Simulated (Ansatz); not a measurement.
**Electron scattering at the Σ9 (221) boundary in fcc Al with Mn (substitutional)**

Wanted: what the Σ9 (221) boundary in fcc Al with Mn (substitutional) costs an interconnect.

Calculated with Ansatz 0.2.0; Ansatz plane-wave DFT, PBE, PAW files; relaxation of a bicrystal slab with its lowest layers held; PAW set soft_1, in the first sound run; inputs show where later runs differ.

## (1) The starting structure

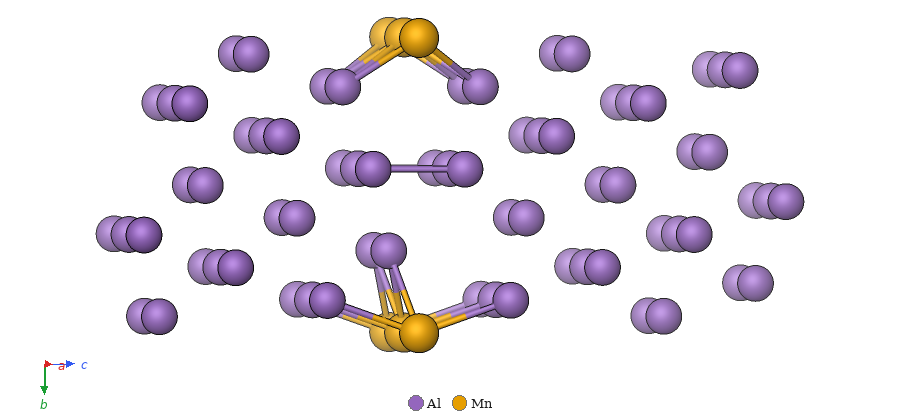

Start, viewed from the side, with the c axis across the page; aluminium purple, manganese orange. 2×1×1 cells are drawn. Some periodic images of atoms are drawn too.

The cell holds 28 atoms: 27 Al and 1 Mn. Cell: a = 2.862 Å, b = 8.587 Å, c = 29.891 Å, α = 90.0°, β = 90.0°, γ = 90.0°. It derives from Al. built on the (2 2 1) plane; 2 overlapping atoms removed and the grains opened by 0 Å. Vacuum lies along c.

## (2) Relaxing the bicrystal

The boundary is built by mirroring the lower grain in the boundary plane and removing any atoms that overlap; then the Mn is put in at the boundary. A thin bicrystal slab is relaxed first, with the lowest layers held and the upper grain free to shift and open.

input.yaml reads:

```yaml
crystal:
  lattice:
    - [2.862347037, 0.0, 0.0]
    - [0.0, 8.5870411111, 0.0]
    - [0.0, 0.0, 29.8905266676]
  atoms:
    - { symbol: Al, position: [1.0, 0.6666666667, 0.1672770793] }
    - { symbol: Al, position: [0.5, 0.9444444445, 0.1898481659] }
    - { symbol: Al, position: [0.0, 0.2222222223, 0.2124192526] }
    - { symbol: Al, position: [0.5, 0.5, 0.2349903392] }
    - { symbol: Al, position: [0.0, 0.7777777778, 0.2575614258] }
    - { symbol: Al, position: [0.5, 0.0555555556, 0.2801325124] }
    - { symbol: Al, position: [1.0, 0.3333333334, 0.3027035991] }
    - { symbol: Al, position: [0.5, 0.6111111111, 0.3252746857] }
    - { symbol: Al, position: [0.0, 0.8888888889, 0.3478457723] }
    - { symbol: Al, position: [0.5, 0.1666666667, 0.3704168589] }
    - { symbol: Al, position: [0.0, 0.4444444445, 0.3929879456] }
    - { symbol: Al, position: [0.5, 0.7222222222, 0.4155590322] }
    - { symbol: Mn, position: [0.0, 0.0, 0.4381301188] }
    - { symbol: Al, position: [0.0, 0.4444444445, 0.4832722921] }
    - { symbol: Al, position: [0.5, 0.1666666667, 0.5058433787] }
    - { symbol: Al, position: [0.0, 0.8888888889, 0.5284144653] }
    - { symbol: Al, position: [0.5, 0.6111111111, 0.5509855519] }
    - { symbol: Al, position: [1.0, 0.3333333334, 0.5735566386] }
    - { symbol: Al, position: [0.5, 0.0555555556, 0.5961277252] }
    - { symbol: Al, position: [0.0, 0.7777777778, 0.6186988118] }
    - { symbol: Al, position: [0.5, 0.5, 0.6412698984] }
    - { symbol: Al, position: [0.0, 0.2222222223, 0.6638409851] }
    - { symbol: Al, position: [0.5, 0.9444444445, 0.6864120717] }
    - { symbol: Al, position: [1.0, 0.6666666667, 0.7089831583] }
    - { symbol: Al, position: [0.5, 0.3888888889, 0.731554245] }
    - { symbol: Al, position: [0.0, 0.1111111112, 0.7541253316] }
    - { symbol: Al, position: [0.5, 0.8333333334, 0.7766964182] }
    - { symbol: Al, position: [0.0, 0.5555555556, 0.7992675048] }
kpoints:
  mp_grid: { grid: [8, 3, 1] }
hamiltonian:
  xc: pbe
  pseudopotentials: { kind: paw, azcp: { folder: soft_1 } }
scf:
  occupations: { method: fermi_dirac, width: 0.1 }
relax:
  f_tol: 0.03
  max_steps: 80
  constraints: [{ sites: [0, 1, 2, 3, 4] }]
```

Started as:

```bash
$ ansatz run input.yaml --threads 4 --pin off --max-ram 15360MiB --backend cpu --events-out ev --progress --plain --runs-dir out
```

Numbers of over 12 decimals in the logs are rounded to 6 here.

What it wrote:

```text
Engine: ansatz 0.2.0, aarch64-unknown-linux-gnu
Pseudopotentials: kind: paw
Pseudopotential: Al, paw, valence charge 3, recommended cutoff 420 eV (normal), soft_1/Al.paw.azcp
Pseudopotential: Mn, paw, valence charge 15, recommended cutoff 420 eV (normal), soft_1/Mn.paw.azcp
Functional definition: PBE
  parameter kappa = 0.804
  parameter beta = 0.066725
  exchange = pbe_x(kappa = kappa, mu = beta*pi^2/3)
  correlation = pbe_c(beta = beta)
Crystal: 28 atoms, lattice volume = 734.682 Å³
Basis set: ecut = 420 eV, 14359 PW (Γ), exchange–correlation on 40×120×400 points (8 copies of the dense FFT grid, shifted against one another)
Bands: 76, of which v1, the nominal top of the filled ones, is band 48 counted from 1 (47 counted from 0)
Symmetry: 2 space group operations
Space group: Pm (ITA 6), of the structure as read, at distance tolerance 9.0e-5 Å
k-points: 10 of 24 (time reversal used)
Non-local potential: Al, projectors of the file, l = 0: 2, l = 1: 2, l = 2: 1
Non-local potential: Mn, projectors of the file, l = 0: 3, l = 1: 2, l = 2: 3, l = 3: 1
PAW form: soft (Blöchl's): semilocal exchange-correlation on the pseudo side does not see the compensation charge
PAW one-centre angular grid: Al, 110 points (default); XC on 64 Gauss nodes
PAW one-centre angular grid: Mn, 590 points (default); XC on 64 Gauss nodes
Initial density: superposition of atomic densities (neutral atoms: chi_scale 0, normalization atom)
Initial wavefunctions: pseudopotential atomic-orbital guess
Functional: x = pbe(κ = 0.804, μ = 0.219515), c = pbe(β = 0.066725)
SCF iter   1: F=—  HF=-18412.869976 eV  |F-HF|=—  |Δ(HF+E_count)|=         —  Δρ=8.42e-2  dr2=1.91e2  ethr=3.10e-3  ⟨swp⟩=8.9  Hψ=4270  notcnv=0  defer=21
preconditioner: auto → LDOS  [metal: Δε(μ)=0.013 eV  Ē_g=6.243 eV  σ=0.100 eV  W_gap=0.03  n_scr=78 (ndim 8)  ℏωp=12.9 eV  f_vac=0.250  D(μ)=12.24/eV (n_scr^D=64)  β→1.0]
SCF iter   2: F=—  HF=-18412.878941 eV  |F-HF|=—  |Δ(HF+E_count)|=   8.96e-3  Δρ=1.18e-1  dr2=2.93e2  ethr=3.10e-3  ⟨swp⟩=8.3  Hψ=2529  notcnv=0  defer=44
SCF iter   3: F=—  HF=-18407.045867 eV  |F-HF|=—  |Δ(HF+E_count)|=    5.83e0  Δρ=2.82e-2  dr2=2.15e1  ethr=3.10e-3  ⟨swp⟩=5.3  Hψ=2097  notcnv=0  defer=26
SCF iter   4: F=—  HF=-18406.785456 eV  |F-HF|=—  |Δ(HF+E_count)|=   2.60e-1  Δρ=1.36e-2  dr2=2.71e0  ethr=3.10e-3  ⟨swp⟩=2.2  Hψ=857  notcnv=0  defer=29
SCF iter   5: F=—  HF=-18406.754598 eV  |F-HF|=—  |Δ(HF+E_count)|=   3.09e-2  Δρ=3.21e-3  dr2=8.34e-2  ethr=2.83e-3  ⟨swp⟩=2.0  Hψ=858  notcnv=0  defer=30
SCF iter   6: F=—  HF=-18406.738251 eV  |F-HF|=—  |Δ(HF+E_count)|=   1.63e-2  Δρ=5.78e-4  dr2=1.31e-2  ethr=8.69e-5  ⟨swp⟩=2.4  Hψ=1332  notcnv=0  defer=40
SCF iter   7: F=—  HF=-18406.738092 eV  |F-HF|=—  |Δ(HF+E_count)|=   1.59e-4  Δρ=1.60e-3  dr2=3.15e-2  ethr=1.37e-5  ⟨swp⟩=1.6  Hψ=798  notcnv=0  defer=40
SCF iter   8: F=—  HF=-18406.737641 eV  |F-HF|=—  |Δ(HF+E_count)|=   4.51e-4  Δρ=3.75e-4  dr2=1.65e-3  ethr=1.37e-5  ⟨swp⟩=1.6  Hψ=734  notcnv=0  defer=40
SCF iter   9: F=—  HF=-18406.737689 eV  |F-HF|=—  |Δ(HF+E_count)|=   4.82e-5  Δρ=3.55e-4  dr2=1.36e-3  ethr=1.72e-6  ⟨swp⟩=1.8  Hψ=911  notcnv=0  defer=40
SCF iter  10: F=—  HF=-18406.737654 eV  |F-HF|=—  |Δ(HF+E_count)|=   3.57e-5  Δρ=9.58e-5  dr2=1.02e-4  ethr=1.41e-6  ⟨swp⟩=1.5  Hψ=774  notcnv=0  defer=40
SCF iter  11: F=-18406.737650 eV  HF=-18406.737655 eV  |F-HF|=4.20e-6  |Δ(HF+E_count)|=   1.01e-6  Δρ=2.49e-5  dr2=4.48e-6  ethr=2.34e-8  ⟨swp⟩=3.7  Hψ=2529  notcnv=0
SCF 1 converged in 11 iterations: F = -18406.737650 eV  dr2 = 4.48e-6
  greatest PAW one-centre occupation: 1.000 electrons in one spin orbital (limit 2), on the Mn atom at site 12 (counted from 0), in its partial waves of l = 0
relax step   1: F+E_penalty+E_count = -18406.73765036 eV  Δ(F+E_penalty+E_count) = +0.000e0 eV  max|allowed force component| = 1.110e0 eV/Å  Δτ_max = 0.0000 Å  (11 SCF iters, dr2 threshold 2.25e-5 eV, accepted)
Initial density: handed on by an earlier stage of this run
Initial wavefunctions: those handed on with the density
SCF iter   1: F=—  HF=-18407.802033 eV  |F-HF|=—  |Δ(HF+E_count)|=         —  Δρ=3.38e-2  dr2=2.34e1  ethr=3.10e-3  ⟨swp⟩=5.1  Hψ=2274  notcnv=0  defer=33
preconditioner: auto → LDOS  [metal: Δε(μ)=0.027 eV  Ē_g=6.042 eV  σ=0.100 eV  W_gap=0.07  n_scr=78 (ndim 8)  ℏωp=12.9 eV  f_vac=0.263  D(μ)=14.68/eV (n_scr^D=74)  β→1.0]
SCF iter   2: F=—  HF=-18407.442888 eV  |F-HF|=—  |Δ(HF+E_count)|=   3.59e-1  Δρ=6.67e-3  dr2=5.87e-1  ethr=3.10e-3  ⟨swp⟩=2.2  Hψ=919  notcnv=0  defer=37
SCF iter   3: F=—  HF=-18407.462956 eV  |F-HF|=—  |Δ(HF+E_count)|=   2.01e-2  Δρ=3.42e-3  dr2=3.60e-2  ethr=6.11e-4  ⟨swp⟩=2.1  Hψ=846  notcnv=0  defer=38
SCF iter   4: F=—  HF=-18407.448534 eV  |F-HF|=—  |Δ(HF+E_count)|=   1.44e-2  Δρ=6.66e-4  dr2=2.17e-3  ethr=3.75e-5  ⟨swp⟩=2.0  Hψ=1288  notcnv=0  defer=37
SCF iter   5: F=—  HF=-18407.449437 eV  |F-HF|=—  |Δ(HF+E_count)|=   9.04e-4  Δρ=1.57e-4  dr2=2.24e-4  ethr=2.26e-6  ⟨swp⟩=2.0  Hψ=874  notcnv=0  defer=37
SCF iter   6: F=-18407.449498 eV  HF=-18407.449520 eV  |F-HF|=2.20e-5  |Δ(HF+E_count)|=   8.28e-5  Δρ=4.34e-5  dr2=2.93e-5  ethr=8.02e-8  ⟨swp⟩=3.8  Hψ=2842  notcnv=0
SCF 2 converged in 6 iterations: F = -18407.449498 eV  dr2 = 2.93e-5
relax step   2: F+E_penalty+E_count = -18407.44949819 eV  Δ(F+E_penalty+E_count) = -7.118e-1 eV  max|allowed force component| = 7.847e-1 eV/Å  Δτ_max = 0.1949 Å  (6 SCF iters, dr2 threshold 7.70e-5 eV, accepted)
SCF iter   1: F=—  HF=-18408.188368 eV  |F-HF|=—  |Δ(HF+E_count)|=         —  Δρ=3.22e-2  dr2=2.09e1  ethr=3.10e-3  ⟨swp⟩=3.7  Hψ=2014  notcnv=0  defer=36
preconditioner: auto → LDOS  [metal: Δε(μ)=0.009 eV  Ē_g=6.059 eV  σ=0.100 eV  W_gap=0.02  n_scr=78 (ndim 8)  ℏωp=12.9 eV  f_vac=0.264  D(μ)=13.71/eV (n_scr^D=72)  β→1.0]
SCF iter   2: F=—  HF=-18407.902499 eV  |F-HF|=—  |Δ(HF+E_count)|=   2.86e-1  Δρ=1.41e-2  dr2=2.81e0  ethr=3.10e-3  ⟨swp⟩=2.0  Hψ=943  notcnv=0  defer=40
SCF iter   3: F=—  HF=-18407.863202 eV  |F-HF|=—  |Δ(HF+E_count)|=   3.93e-2  Δρ=2.51e-3  dr2=5.50e-2  ethr=2.92e-3  ⟨swp⟩=1.4  Hψ=729  notcnv=0  defer=40
SCF iter   4: F=—  HF=-18407.856766 eV  |F-HF|=—  |Δ(HF+E_count)|=   6.44e-3  Δρ=7.07e-4  dr2=4.10e-3  ethr=5.73e-5  ⟨swp⟩=2.0  Hψ=975  notcnv=0  defer=41
SCF iter   5: F=—  HF=-18407.856649 eV  |F-HF|=—  |Δ(HF+E_count)|=   1.17e-4  Δρ=3.33e-4  dr2=1.10e-3  ethr=4.27e-6  ⟨swp⟩=1.9  Hψ=982  notcnv=0  defer=41
SCF iter   6: F=—  HF=-18407.856678 eV  |F-HF|=—  |Δ(HF+E_count)|=   2.95e-5  Δρ=5.74e-5  dr2=4.29e-5  ethr=4.01e-8  ⟨swp⟩=4.1  Hψ=2848  notcnv=0
SCF iter   7: F=-18407.856669 eV  HF=-18407.856683 eV  |F-HF|=1.42e-5  |Δ(HF+E_count)|=   4.83e-6  Δρ=2.74e-5  dr2=1.59e-5  ethr=4.01e-8  ⟨swp⟩=3.8  Hψ=1833  notcnv=0
SCF 3 converged in 7 iterations: F = -18407.856669 eV  dr2 = 1.59e-5
relax step   3: F+E_penalty+E_count = -18407.85666891 eV  Δ(F+E_penalty+E_count) = -4.072e-1 eV  max|allowed force component| = 4.671e-1 eV/Å  Δτ_max = 0.1921 Å  (7 SCF iters, dr2 threshold 3.85e-5 eV, accepted)
[... from here on, the SCF cycles and remarks between the steps are left out ...]
relax step   4: F+E_penalty+E_count = -18408.09336766 eV  Δ(F+E_penalty+E_count) = -2.367e-1 eV  max|allowed force component| = 1.235e-1 eV/Å  Δτ_max = 0.1947 Å  (6 SCF iters, dr2 threshold 7.73e-5 eV, accepted)
relax step   5: F+E_penalty+E_count = -18408.22326023 eV  Δ(F+E_penalty+E_count) = -1.299e-1 eV  max|allowed force component| = 6.428e-2 eV/Å  Δτ_max = 0.1948 Å  (7 SCF iters, dr2 threshold 1.07e-6 eV, accepted)
relax step   6: F+E_penalty+E_count = -18408.30552625 eV  Δ(F+E_penalty+E_count) = -8.227e-2 eV  max|allowed force component| = 4.938e-2 eV/Å  Δτ_max = 0.1959 Å  (8 SCF iters, accepted)
relax step   7: F+E_penalty+E_count = -18408.34982201 eV  Δ(F+E_penalty+E_count) = -4.430e-2 eV  max|allowed force component| = 8.141e-2 eV/Å  Δτ_max = 0.1949 Å  (9 SCF iters, accepted)
relax step   8: F+E_penalty+E_count = -18408.35570355 eV  Δ(F+E_penalty+E_count) = -5.882e-3 eV  max|allowed force component| = 1.309e-1 eV/Å  Δτ_max = 0.1815 Å  (7 SCF iters, dr2 threshold 3.91e-6 eV, accepted)
relax step   9: F+E_penalty+E_count = -18408.36401093 eV  Δ(F+E_penalty+E_count) = -8.307e-3 eV  max|allowed force component| = 3.725e-2 eV/Å  Δτ_max = 0.0396 Å  (5 SCF iters, dr2 threshold 1.71e-5 eV, accepted)
relax step  10: F+E_penalty+E_count = -18408.36764809 eV  Δ(F+E_penalty+E_count) = -3.637e-3 eV  max|allowed force component| = 3.119e-2 eV/Å  Δτ_max = 0.0702 Å  (8 SCF iters, accepted)
relax step  11: F+E_penalty+E_count = -18408.37285769 eV  Δ(F+E_penalty+E_count) = -5.210e-3 eV  max|allowed force component| = 4.796e-2 eV/Å  Δτ_max = 0.1177 Å  (9 SCF iters, accepted)
relax step  12: F+E_penalty+E_count = -18408.38051828 eV  Δ(F+E_penalty+E_count) = -7.661e-3 eV  max|allowed force component| = 1.036e-1 eV/Å  Δτ_max = 0.1985 Å  (7 SCF iters, dr2 threshold 1.61e-6 eV, accepted)
relax step  13: F+E_penalty+E_count = -18408.38710237 eV  Δ(F+E_penalty+E_count) = -6.584e-3 eV  max|allowed force component| = 1.142e-1 eV/Å  Δτ_max = 0.1471 Å  (6 SCF iters, dr2 threshold 1.07e-5 eV, accepted)
relax step  14: F+E_penalty+E_count = -18408.39423313 eV  Δ(F+E_penalty+E_count) = -7.131e-3 eV  max|allowed force component| = 7.388e-2 eV/Å  Δτ_max = 0.1899 Å  (6 SCF iters, dr2 threshold 1.31e-5 eV, accepted)
relax step  15: F+E_penalty+E_count = -18408.39518919 eV  Δ(F+E_penalty+E_count) = -9.561e-4 eV  max|allowed force component| = 2.850e-2 eV/Å  Δτ_max = 0.0219 Å  (6 SCF iters, dr2 threshold 2.28e-6 eV, accepted)
iter 1 solved again at ethr=1.40e-9 eV; its pass at ethr=3.10e-3 eV (dr2=1.34e-6 eV) is discarded
SCF iter   1: F=—  HF=-18408.395245 eV  |F-HF|=—  |Δ(HF+E_count)|=         —  Δρ=6.86e-6  dr2=1.35e-6  ethr=1.40e-9  ⟨swp⟩=1.0  Hψ=1840  notcnv=0  defer=44
preconditioner: auto → LDOS  [metal: Δε(μ)=0.014 eV  Ē_g=6.202 eV  σ=0.100 eV  W_gap=0.03  n_scr=78 (ndim 8)  ℏωp=12.9 eV  f_vac=0.289  D(μ)=14.22/eV (n_scr^D=72)  β→1.0]
SCF iter   2: F=—  HF=-18408.395190 eV  |F-HF|=—  |Δ(HF+E_count)|=   5.45e-5  Δρ=6.72e-6  dr2=7.36e-7  ethr=1.40e-9  ⟨swp⟩=2.0  Hψ=1209  notcnv=0  defer=44
SCF iter   3: F=-18408.395190 eV  HF=-18408.395190 eV  |F-HF|=1.89e-8  |Δ(HF+E_count)|=   1.21e-7  Δρ=1.84e-6  dr2=3.18e-8  ethr=1.04e-10  ⟨swp⟩=3.4  Hψ=2904  notcnv=0
SCF 16 converged in 3 iterations: F = -18408.395190 eV  dr2 = 3.18e-8
relax step  16: F+E_penalty+E_count = -18408.39519035 eV  Δ(F+E_penalty+E_count) = -1.152e-6 eV  max|allowed force component| = 2.819e-2 eV/Å  Δτ_max = 0.0000 Å  (3 SCF iters, accepted)
SCF converged after 3 iterations
Free energy (F): -18408.395190 eV
Harris-Foulkes:  -18408.395190 eV  (|F-HF|=1.89e-8)
Internal energy: -18407.932508 eV  (E = F + TS)
E sigma→0 (E₀):  -18408.163849 eV
Entropy (-TS):   -0.462682 eV (-16.524 meV/atom)
Fermi energy:    3.575109 eV
--- Per-component energies (eV) ---
  E_band       = -450.085012
  E_kinetic    = 914.604896
  E_local      = -32564.696997  (includes V_loc(G=0)·N_el)
  E_nonlocal   = 730.478063
  E_hartree    = 15915.590881
  E_xc         = -1118.262921
  E_vxc        = -915.678767  (∫ρ·V_xc dr)
  E_paw        = -14001.692503  (= ΣΔE_a)
  E_vpaw       = -445.988778  (= ΣTr[D̂ρ^β])
  E_aug_tail   = 0.000049  (compensation charges beyond the density's cutoff)
  E_ewald      = 11716.046022
  E_smearing   = -0.462682  (= −TS)
  E_closure    = -0.000000  (closes the sum)
  Σ components = -18408.395190   (vs F -18408.395190, Δ=0.00e0)
--- Forces (eV/Å), atoms counted from 1 ---
  atom   1  Al     0.00000000     0.09989753     0.23469869
  atom   2  Al     0.00000000     0.04428413     0.11261730
  atom   3  Al     0.00000000    -0.07139037    -0.05871885
  atom   4  Al     0.00000000    -0.09921740    -0.19298437
  atom   5  Al     0.00000000     0.02579513    -0.08893433
  atom   6  Al     0.00000000     0.00082040     0.01185303
  atom   7  Al     0.00000000     0.00150702     0.00467576
  atom   8  Al     0.00000000     0.00173881     0.00498250
  atom   9  Al     0.00000000    -0.00509002    -0.01589314
  atom  10  Al     0.00000000     0.00947948    -0.00806234
  atom  11  Al     0.00000000    -0.01637212    -0.02784905
  atom  12  Al     0.00000000    -0.01055613     0.01248469
  atom  13  Mn     0.00000000     0.01563952    -0.00506987
  atom  14  Al     0.00000000     0.01529055     0.02819154
  atom  15  Al     0.00000000     0.00089060    -0.00025771
  atom  16  Al     0.00000000    -0.00823407     0.01051107
  atom  17  Al     0.00000000     0.00088214    -0.00766066
  atom  18  Al     0.00000000    -0.00109699    -0.00828837
  atom  19  Al     0.00000000    -0.00719001    -0.00769769
  atom  20  Al     0.00000000    -0.00274509    -0.00616749
  atom  21  Al     0.00000000     0.00275427     0.00304753
  atom  22  Al     0.00000000     0.00738984     0.00204306
  atom  23  Al     0.00000000    -0.00451033     0.00331237
  atom  24  Al     0.00000000    -0.00006815     0.00169120
  atom  25  Al     0.00000000    -0.00085284    -0.00443751
  atom  26  Al     0.00000000    -0.00080566     0.00107022
  atom  27  Al     0.00000000    -0.00206801    -0.00029111
  atom  28  Al     0.00000000     0.00376460     0.00111161
  max |Σ_I F_I| component: 6.32e-5 eV/Å
--- Relaxed structure (16 steps of the walk, 16 accepted, 0 SCFs on fresh bases) ---
  F+E_penalty+E_count = -18408.39519035 eV   max|allowed force component| = 2.819e-2 eV/Å
  atoms:
    - { symbol: Al, position: [1.0, 0.666667, 0.1672770793] }
    - { symbol: Al, position: [0.5, 0.944444, 0.1898481659] }
    - { symbol: Al, position: [0.0, 0.222222, 0.2124192526] }
    - { symbol: Al, position: [0.5, 0.500000, 0.2349903392] }
    - { symbol: Al, position: [0.0, 0.777778, 0.2575614258] }
    - { symbol: Al, position: [0.5, 0.050930, 0.280445] }
    - { symbol: Al, position: [1.0, 0.333125, 0.299596] }
    - { symbol: Al, position: [0.5, 0.624692, 0.324423] }
    - { symbol: Al, position: [0.0, 0.889705, 0.351133] }
    - { symbol: Al, position: [0.5, 0.169540, 0.368318] }
    - { symbol: Al, position: [0.0, 0.443653, 0.385014] }
    - { symbol: Al, position: [0.5, 0.801865, 0.433893] }
    - { symbol: Mn, position: [0.0, 0.039354, 0.425357] }
    - { symbol: Al, position: [0.0, 0.535608, 0.466829] }
    - { symbol: Al, position: [0.5, 0.239612, 0.465678] }
    - { symbol: Al, position: [0.0, 0.966691, 0.505348] }
    - { symbol: Al, position: [0.5, 0.697027, 0.530696] }
    - { symbol: Al, position: [1.0, 0.408666, 0.549675] }
    - { symbol: Al, position: [0.5, 0.136676, 0.570674] }
    - { symbol: Al, position: [0.0, 0.857184, 0.596353] }
    - { symbol: Al, position: [0.5, 0.573017, 0.617875] }
    - { symbol: Al, position: [0.0, 0.298354, 0.639233] }
    - { symbol: Al, position: [0.5, 1.021663, 0.660957] }
    - { symbol: Al, position: [1.0, 0.744199, 0.683451] }
    - { symbol: Al, position: [0.5, 0.461652, 0.709522] }
    - { symbol: Al, position: [0.0, 0.187850, 0.728528] }
    - { symbol: Al, position: [0.5, 0.920078, 0.750879] }
    - { symbol: Al, position: [0.0, 0.648960, 0.771955] }
```

Run time: 3.4 min. Hardware: 4 threads of Arm Neoverse V1, shared host; peak memory 1.5 GiB; 13 min of CPU time.

This run has no spin polarisation, although Mn can carry a moment.

[end of part 1 of 2]

[Logs are printed without paths, hosts, clocks, repeated set-up lines and the standing remarks that a program may print on its own settings, such as how far it seeks lower states.]

[Hosts, paths, dates, database ids (printed as entryN), source tags and the programs' standing remarks are cut or masked in the printed files.]
